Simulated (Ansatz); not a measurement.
Consider Zn15Se16 (cell charge −2, with a compensating background) (cell with a defect).

The calculation's input:

```
crystal:
  lattice:
    - [-5.7317611755, 5.7317611755, -5.7317611755]
    - [-5.7317611755, -5.7317611755, 5.7317611755]
    - [5.7317611755, 5.7317611755, 5.7317611755]
  atoms:
    - { symbol: Zn, position: [0.4988325138, -0.0079130247, 0.4998786309] }
    - { symbol: Zn, position: [0.4986795081, 0.7502804138, 0.7415855037] }
    - { symbol: Zn, position: [0.2502901071, 0.2502767519, 0.4997707611] }
    - { symbol: Zn, position: [0.2435625266, 0.0017730805, 0.7512326216] }
    - { symbol: Zn, position: [0.2504087964, 0.7503612164, -0.0002107608] }
    - { symbol: Zn, position: [-0.0076097817, 0.4988599494, 0.4998203548] }
    - { symbol: Zn, position: [0.0018198572, 0.2437817353, 0.7513272971] }
    - { symbol: Zn, position: [0.0014720686, 0.0016149431, -0.0066639464] }
    - { symbol: Zn, position: [-0.0073755117, 0.7503933153, 0.2484435815] }
    - { symbol: Zn, position: [0.7500758649, 0.4987854858, 0.7419196596] }
    - { symbol: Zn, position: [0.7502724381, 0.2502598159, -0.0002976051] }
    - { symbol: Zn, position: [0.7503027439, -0.0076486331, 0.2485414074] }
    - { symbol: Zn, position: [0.5080774907, 0.5079891761, 0.0063588396] }
    - { symbol: Zn, position: [0.5083644186, 0.2568126155, 0.2579079882] }
    - { symbol: Zn, position: [0.256678901, 0.5081129989, 0.257783849] }
    - { symbol: Se, position: [-0.0080243851, -0.0076293249, 0.739694591], spin: 0.5 }
    - { symbol: Se, position: [0.7502463809, 0.2492273557, 0.7489065713] }
    - { symbol: Se, position: [0.7502871532, -0.0005835332, -0.0012049869] }
    - { symbol: Se, position: [0.5011435113, 0.5011962274, 0.7497905226] }
    - { symbol: Se, position: [0.5004163822, 0.2512552002, 0.0008015259] }
    - { symbol: Se, position: [0.501088617, 4.18913e-05, 0.250741157] }
    - { symbol: Se, position: [0.2492398101, 0.7502748873, 0.7488966187] }
    - { symbol: Se, position: [0.2513623293, 0.500552061, 0.0009599238] }
    - { symbol: Se, position: [0.2511747884, 0.2511732723, 0.2498234131] }
    - { symbol: Se, position: [0.2492988636, -0.0004826717, 0.4999062315] }
    - { symbol: Se, position: [-0.0005870547, 0.750228083, -0.0012751968] }
    - { symbol: Se, position: [9.44642e-05, 0.5010376797, 0.2506542206] }
    - { symbol: Se, position: [-0.0005450861, 0.2492042401, 0.4997517447] }
    - { symbol: Se, position: [0.7509660746, 0.7513651909, 0.2580684264], spin: 0.5 }
    - { symbol: Se, position: [0.7492138072, 0.5072930214, 0.4984845364], spin: 0.5 }
    - { symbol: Se, position: [0.5110309979, 0.7516675488, 0.5014015551], spin: 0.5 }
  host:
    lattice:
      - [0.0, 2.8658805878, 2.8658805878]
      - [2.8658805878, 0.0, 2.8658805878]
      - [2.8658805878, 2.8658805878, 0.0]
    atoms:
      - { symbol: Zn, position: [0.0, 0.0, 0.0] }
      - { symbol: Se, position: [0.75, 0.75, 0.75] }
total_charge: -2
basis:
  ecutwfc: 420
  xc_grid: 2
kpoints:
  mp_grid: { grid: [2, 2, 2], shift: [0.5, 0.5, 0.5] }
hamiltonian:
  xc: pbe
scf:
  occupations: { method: gaussian, width: 0.02 }
  lower_state_search: "off"
output:
  forces: true
  stress: false
  eigenvalues: true
  populations: true
  charged_corrections:
    defect_position: [0.75, 0.75, 0.5]
    epsilon: [[10.7895, 0.0, 0.0], [0.0, 10.7895, 0.0], [0.0, 0.0, 10.7895]]
  write_density: true
  write_potential: true
  elf: true
  volumetric_format: npy
magnetization:
  spin_polarized: true
relax:
  adjacent_minimum: "off"
  f_tol: 0.03
  max_steps: 40
```

Launched as:

```sh
ansatz run input.yaml --threads 8 --pin off --max-ram 16384MiB --backend cpu --events-out ev --progress --plain --runs-dir out
```

The fields are those of the run's last geometry, not of the input's.

The program warned that a starting moment wasn't kept; spin-polarised, but the moments vanished.

The calculation used DFT PBE, scalar-relativistic, plane waves, PAW (Ansatz 0.2.0).

**Predict the valence pseudo-density and electron localisation function between the atoms.**

Zn–Se (2.49 Å): ρ at the midpoint is about 0.44 e/Å³; the ELF is about 0.60 at the midpoint.

**Does the calculation give a band gap?**

It is gapped, with a Kohn–Sham gap of 2.7 eV on the k-point mesh (the band edges may lie off the mesh, which would make the gap smaller).

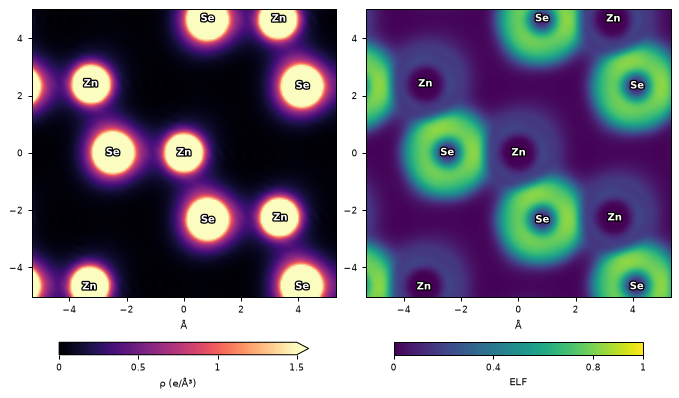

Computed valence pseudo-density and electron localisation function on the (010) plane of the calculation cell, in this order. 

In a PAW calculation such maps are meaningful between the atoms, not at the nuclei.
